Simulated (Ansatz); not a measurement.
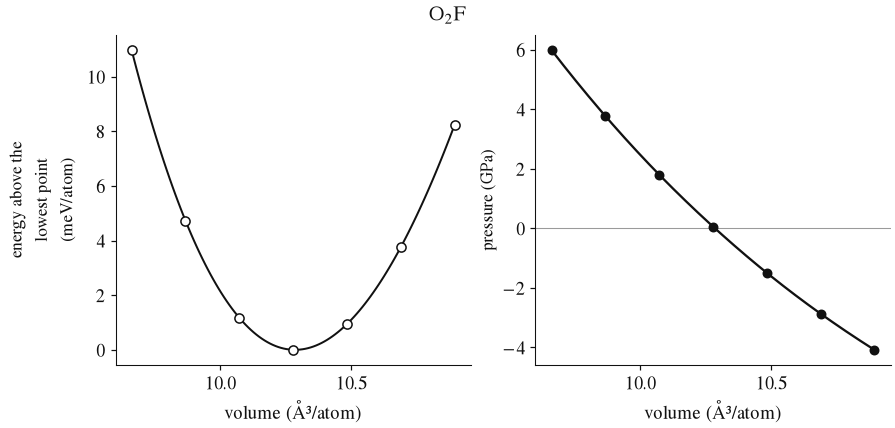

Plotted: energy above the lowest point and pressure against volume for O₂F, space group Fm-3m (No. 225) (one of a set of cubic test structures, which need not be the stable phase).

Calculation (Ansatz 0.2.0 development build): equation of state of a cubic crystal from periodic Kohn-Sham density functional theory without spin, third-order Birch-Murnaghan fit to the free energies; pressure corrected for the finite basis. Level: PBE.

structure type fluorite; atoms in cell 3; space group number 225; lattice centring face-centred primitive; k mesh 38×38×38; occupation method Fermi–Dirac; occupation width 0.06123 eV; wave cutoff 420 eV; datasets soft-1 PAW; density tolerance 1e−07 eV; bands 14; density cutoff ratio 4; search for lower states default.

How stiff is the solid, and where is its volume at rest?

Answer. A third-order Birch–Murnaghan fit gives V0 = 10.29 Å³/atom, B0 = 81.9 GPa and B′ = 5.0.

Read off the course of the pressure.

Answer. It falls from 6.0 GPa at volume 9.66 Å³/atom to −4.1 GPa at 10.89 Å³/atom, and changes sign near 10.29 Å³/atom.

Caveats: cubic model structure, not the ambient form; no spin polarisation, a magnetic state may lie lower.
